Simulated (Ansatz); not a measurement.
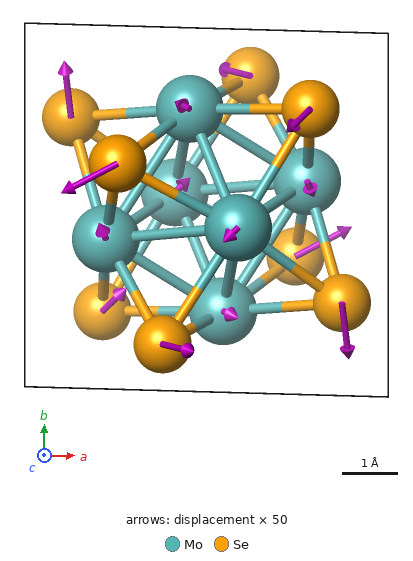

A relaxation of crystalline Mo$_{3}$Se$_{4}$ (set up in R-3). The starting structure is drawn; purple arrows show the displacements (the part carried along by the change of the cell is left out), magnified 50 times.

Style: ball-and-stick. Shown: the cell of the calculation, along the c axis.

All numbers below come from DFT PBEsol, scalar-relativistic, plane waves, PAW (Ansatz).

The input:
```yaml
crystal:
  lattice:
    - [4.7725, 2.7554041597, 3.7366666667]
    - [-4.7725, 2.7554041597, 3.7366666667]
    - [0.0, -5.5108083194, 3.7366666667]
  atoms:
    - { symbol: Mo, position: [0.223, 0.4129, 0.5461] }
    - { symbol: Mo, position: [0.5461, 0.223, 0.4129] }
    - { symbol: Mo, position: [0.4129, 0.5461, 0.223] }
    - { symbol: Mo, position: [0.777, 0.5871, 0.4539] }
    - { symbol: Mo, position: [0.4539, 0.777, 0.5871] }
    - { symbol: Mo, position: [0.5871, 0.4539, 0.777] }
    - { symbol: Se, position: [0.3792, 0.1274, 0.7447] }
    - { symbol: Se, position: [0.7447, 0.3792, 0.1274] }
    - { symbol: Se, position: [0.1274, 0.7447, 0.3792] }
    - { symbol: Se, position: [0.6208, 0.8726, 0.2553] }
    - { symbol: Se, position: [0.2553, 0.6208, 0.8726] }
    - { symbol: Se, position: [0.8726, 0.2553, 0.6208] }
    - { symbol: Se, position: [0.2137, 0.2137, 0.2137] }
    - { symbol: Se, position: [0.7863, 0.7863, 0.7863] }
basis:
  ecutwfc: 420
kpoints:
  mp_grid: { grid: [6, 6, 6] }
hamiltonian:
  xc: pbesol
scf:
  occupations: { method: gaussian, width: 0.1 }
output:
  forces: true
  stress: true
  eigenvalues: true
  write_density: true
  write_potential: true
  elf: true
  volumetric_format: npy
relax:
  adjacent_minimum: "off"
  f_tol: 0.005
  max_steps: 80
  cell: { stress_tol: 0.05 }
```

Launched with:
```bash
ansatz run input.yaml --threads 4 --pin off --max-ram 10240MiB --backend cpu --events-out ev --progress --plain --runs-dir out
```

### Atoms of which element are displaced furthest, and by how much?

Selenium: up to 0.024 Å, against 0.009 Å for molybdenum.

### Describe the change and its energy.

The largest moves relative to the cell, 0.024 Å, are those of Se7, Se8, Se9, Se10, Se11 and Se12. Se7 goes roughly along [1 0 2]. By element the largest moves are Se 0.024 Å, Mo 0.009 Å. The volume changes by −1.9 %, with a = b = c 6.658 → 6.614 Å (−0.7 %), α 91.6° → 91.3°, β 91.6° → 91.3°, γ 91.6° → 91.3°. Among the contacts that change: Mo1–Se11 2.546 → 2.523 Å, Mo1–Mo5 2.837 → 2.821 Å, Mo1–Se13 2.547 → 2.531 Å, Mo1–Se12 2.598 → 2.584 Å. The space group stays R-3 (No. 148). Over 4 accepted moves (7 points after the start) the energy falls by 3.0 meV per atom. The largest force component goes from 0.29 to 0.00067 eV/Å. Pressure: −2.19 GPa at the start and 0.00 GPa at the end. The line search rejected the trial steps at points 1, 5 of the run. At 1 point the geometry stayed and the basis and grid were re-selected for the new cell (energy shift of 0.1 meV per atom at most each time).
